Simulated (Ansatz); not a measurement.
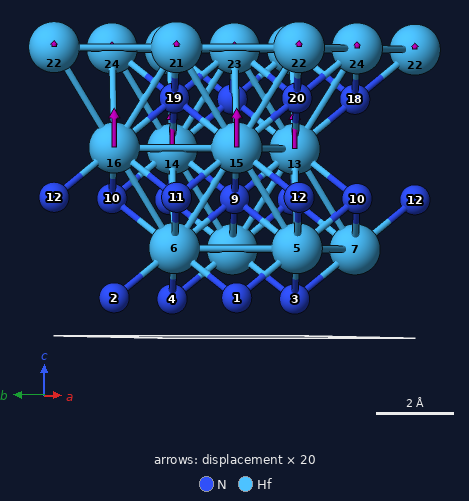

This is a constrained relaxation of a slab of composition HfN (cut from the Fm-3m phase). The starting structure is drawn; purple arrows show the displacements, magnified 20 times.

Style: ball-and-stick. Shown: the cell of the calculation, outlined in the plane, without the vacuum, from a free direction.

Case: clean slab, lower planes held. The slab is the (1 1 1) face of HfN. 12 atoms are held fixed.

Level of theory: DFT PBE+D3(BJ), scalar-relativistic, plane waves, PAW (Ansatz 0.2.0).

Input file:
```yaml
crystal:
  lattice:
    - [6.3878118675, 0.0, 0.0]
    - [-3.1939059338, 5.5320073519, 0.0]
    - [0.0, 0.0, 22.5195331868]
  atoms:
    - { symbol: "N", position: [0.1666666667, 0.3333333333, 0.3552471507] }
    - { symbol: "N", position: [0.1666666667, 0.8333333333, 0.3552471507] }
    - { symbol: "N", position: [0.6666666667, 0.3333333333, 0.3552471507] }
    - { symbol: "N", position: [0.6666666667, 0.8333333333, 0.3552471507] }
    - { symbol: Hf, position: [0.3333333333, 0.1666666667, 0.4131482904] }
    - { symbol: Hf, position: [0.3333333333, 0.6666666667, 0.4131482904] }
    - { symbol: Hf, position: [0.8333333333, 0.1666666667, 0.4131482904] }
    - { symbol: Hf, position: [0.8333333333, 0.6666666667, 0.4131482904] }
    - { symbol: "N", position: [0.5, 0.5, 0.4710494301] }
    - { symbol: "N", position: [0.5, 0.0, 0.4710494301] }
    - { symbol: "N", position: [0.0, 0.5, 0.4710494301] }
    - { symbol: "N", position: [0.0, 0.0, 0.4710494301] }
    - { symbol: Hf, position: [0.6666666667, 0.3333333333, 0.5289505699] }
    - { symbol: Hf, position: [0.6666666667, 0.8333333333, 0.5289505699] }
    - { symbol: Hf, position: [0.1666666667, 0.3333333333, 0.5289505699] }
    - { symbol: Hf, position: [0.1666666667, 0.8333333333, 0.5289505699] }
    - { symbol: "N", position: [0.8333333333, 0.6666666667, 0.5868517096] }
    - { symbol: "N", position: [0.8333333333, 0.1666666667, 0.5868517096] }
    - { symbol: "N", position: [0.3333333333, 0.6666666667, 0.5868517096] }
    - { symbol: "N", position: [0.3333333333, 0.1666666667, 0.5868517096] }
    - { symbol: Hf, position: [0.0, 0.5, 0.6447528493] }
    - { symbol: Hf, position: [0.0, 0.0, 0.6447528493] }
    - { symbol: Hf, position: [0.5, 0.5, 0.6447528493] }
    - { symbol: Hf, position: [0.5, 0.0, 0.6447528493] }
basis:
  ecutwfc: 420
kpoints:
  mp_grid: { grid: [4, 4, 1] }
hamiltonian:
  xc: pbe
  dispersion: d3bj
scf:
  occupations: { method: gaussian, width: 0.1 }
output:
  forces: true
  eigenvalues: true
relax:
  adjacent_minimum: "off"
  f_tol: 0.03
  max_steps: 70
  constraints: [{ sites: [0, 1, 2, 3, 4, 5, 6, 7, 8, 9, 10, 11] }]
efield:
  axis: 3
  dipole_correction: true
  ramp_width: 0.04
```

Run as
```bash
ansatz run input.yaml --threads 4 --pin off --max-ram 10240MiB --backend cpu --events-out ev --progress --plain --runs-dir out
```

**Describe the change and its energy.**

Over 4 geometry steps the energy falls by 0.106 eV per cell of the calculation. The largest force component goes from 1 to 0.0009 eV/Å. The largest moves, 0.052 Å, are those of Hf13, Hf14, Hf15 and Hf16. Hf14 goes along the normal (+c). Largest moves by element: Hf 0.052 Å, N 0.001 Å. The lattice vectors keep their values. Some distances before and after: Hf5–Hf13 3.194 → 3.237 Å, Hf13–Hf21 3.194 → 3.159 Å, N10–Hf13 2.258 → 2.289 Å, Hf13–N17 2.258 → 2.229 Å.
